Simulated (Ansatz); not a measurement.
Consider TiO₂.

Input

```
crystal:
  lattice:
    - [5.149, 0.0, 0.0]
    - [0.0, 9.175, 0.0]
    - [0.0, 0.0, 5.459]
  atoms:
    - { symbol: Ti, position: [0.1373, 0.129, 0.9015] }
    - { symbol: Ti, position: [0.6373, 0.371, 0.0985] }
    - { symbol: Ti, position: [0.8627, 0.629, 0.5985] }
    - { symbol: Ti, position: [0.3627, 0.871, 0.4015] }
    - { symbol: Ti, position: [0.8627, 0.871, 0.0985] }
    - { symbol: Ti, position: [0.3627, 0.629, 0.9015] }
    - { symbol: Ti, position: [0.1373, 0.371, 0.4015] }
    - { symbol: Ti, position: [0.6373, 0.129, 0.5985] }
    - { symbol: O, position: [0.8168, 0.0096, 0.851] }
    - { symbol: O, position: [0.3168, 0.4904, 0.149] }
    - { symbol: O, position: [0.1832, 0.5096, 0.649] }
    - { symbol: O, position: [0.6832, 0.9904, 0.351] }
    - { symbol: O, position: [0.1832, 0.9904, 0.149] }
    - { symbol: O, position: [0.6832, 0.5096, 0.851] }
    - { symbol: O, position: [0.8168, 0.4904, 0.351] }
    - { symbol: O, position: [0.3168, 0.0096, 0.649] }
    - { symbol: O, position: [0.4642, 0.2312, 0.8882] }
    - { symbol: O, position: [0.9642, 0.2688, 0.1118] }
    - { symbol: O, position: [0.5358, 0.7312, 0.6118] }
    - { symbol: O, position: [0.0358, 0.7688, 0.3882] }
    - { symbol: O, position: [0.5358, 0.7688, 0.1118] }
    - { symbol: O, position: [0.0358, 0.7312, 0.8882] }
    - { symbol: O, position: [0.4642, 0.2688, 0.3882] }
    - { symbol: O, position: [0.9642, 0.2312, 0.6118] }
kpoints:
  mp_grid: { grid: [4, 3, 4] }
scf:
  occupations: { method: fermi_dirac, width: 0.02 }
hamiltonian:
  xc: pbe
  pseudopotentials: { kind: paw, frozen_core: stored }
output:
  forces: true
  stress: true
  populations: true
  efg: { quadrupole_moments_barn: { Ti: 0.247, O: -0.02558 } }
  write_density: true
  write_potential: true
  elf: true
  volumetric_format: npy
relax:
  f_tol: 0.02
  max_steps: 60
```

Launched as:

```sh
ansatz run input.yaml --threads 1 --pin off --max-ram 3072MiB --backend cpu --events-out ev --progress --plain --runs-dir out
```

Below, planes, directions and counts refer to the conventional cell (a = 5.15 Å, b = 9.18 Å, c = 5.46 Å, α = 90.00°, β = 90.00°, γ = 90.00°).

The fields are those of the relaxed geometry.

Space group Pbca; computed pressure about 4 GPa in this cell; computed without spin polarisation.

Computed with DFT, PBE, plane-wave PAW, default files, scalar-relativistic, frozen cores (Ansatz 0.2.0).

**What can the converged valence pseudo-density and electron localisation function tell about the bonding?**

Ti–O (1.92 Å): ρ is about 0.79 e/Å³ halfway; the ELF peaks at about 0.85 in the valence shell of O, 0.6 Å from its nucleus, and is about 0.25 at the midpoint: no shared electron pair shows on this line.

**Metal or insulator at this level of theory?**

It is gapped, with a Kohn–Sham gap of 2.4 eV on the k-point mesh, an upper bound to the gap of this method.

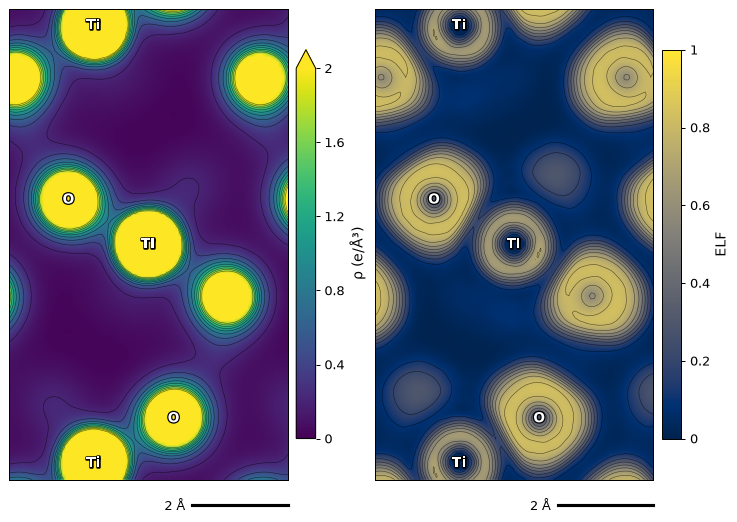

Computed valence pseudo-density and electron localisation function on the (001) plane of the conventional cell, in this order. Atoms just off the plane (O, 0.3 Å away) can leave unmarked features too.

In a PAW calculation such maps are meaningful between the atoms, not at the nuclei.
